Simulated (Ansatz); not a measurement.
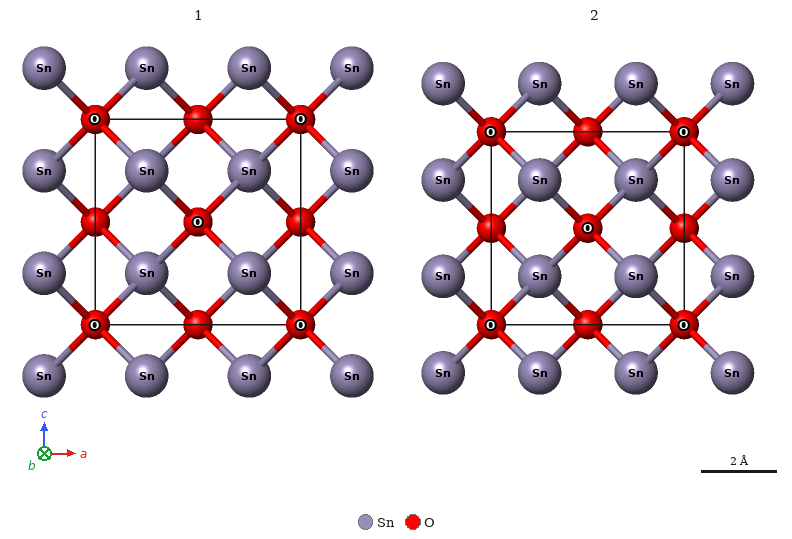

Two geometries of crystalline SnO (a generated structure, set up in F-43m) (coarse preliminary run), drawn at one scale. One is the start of a relaxation, the other its converged end. Style: ball-and-stick. Shown: the conventional cell (4 times the calculation's cell), along the b axis. Lengths and directions refer to the drawn axes.

The calculation used DFT PBE, scalar-relativistic, plane waves, PAW (Ansatz 0.2.0). Set-up: plane-wave cutoff 420 eV; k-point mesh 6 × 6 × 6; occupations gaussian; smearing width 0.1 eV; no spin polarisation; cell and atoms relaxed; force threshold 0.04 eV/Å; at most 70 steps.

Question: Which of the two is the end point?

Answer: Structure 1 is the relaxed one. The atoms keep their places relative to the cell (all moves are under 0.005 Å). The volume changes by +20.4 %, with a = b = c 5.147 → 5.476 Å (+6.4 %). Among the contacts that change: O–Sn 2.229 → 2.371 Å. The space group stays F-43m (No. 216). The energy falls by 0.315 eV per cell of the calculation in 3 accepted moves (5 points after the start). All forces vanish by symmetry, so only the cell relaxes. The pressure goes from 15.50 to 0.20 GPa. The SCF was repeated twice at an unchanged geometry on a basis and grid sized afresh for the cell, which shifted the energy by 35.6 meV per cell of the calculation at most. The run took 6 s on 1 thread of Arm Neoverse V2, on a shared host, peak memory 0.29 GiB.
